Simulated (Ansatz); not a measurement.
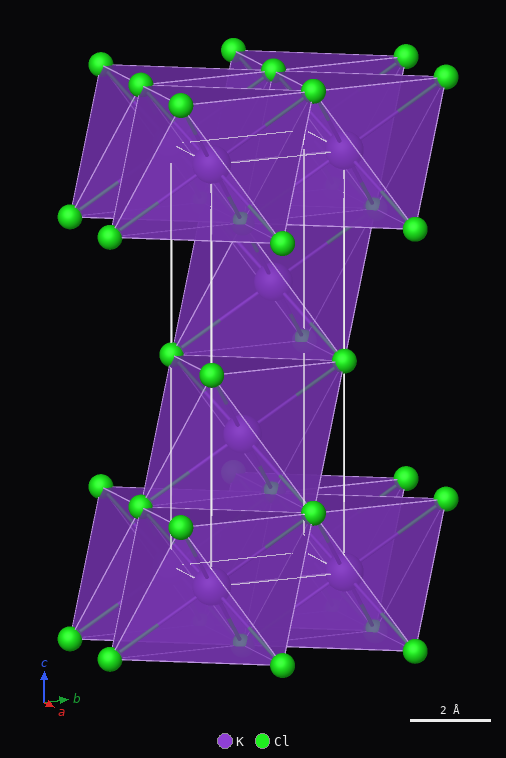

Crystal structure, polyhedral style, seen slightly off an axis. The conventional unit cell is outlined; an atom on or near a face, edge or corner is repeated at each equivalent position. Some neighbours outside the box are added.

KCl, space group R-3m (No. 166), a = 4.54 Å, b = 4.54 Å, c = 10.67 Å, α = 90.00°, β = 90.00°, γ = 120.00°.

Level of theory and settings: DFT, PBE, plane waves, PAW (Ansatz), E_cut = 420 eV, k-points about 0.21 Å⁻¹ apart, Fermi-Dirac smearing of 0.02 eV, no spin polarisation.

> Predict the gap.

An insulator at this level, with a gap of 5.07 eV, direct.

> How far is the cell from zero pressure?

The computed pressure is 0.4 GPa (compressed: it would expand).

The initial geometry was a structure type filled with these elements by a generator (whether the compound takes this form wasn't checked). The cell was then strained or its atoms displaced on purpose. A calculation with Ansatz used it as input.
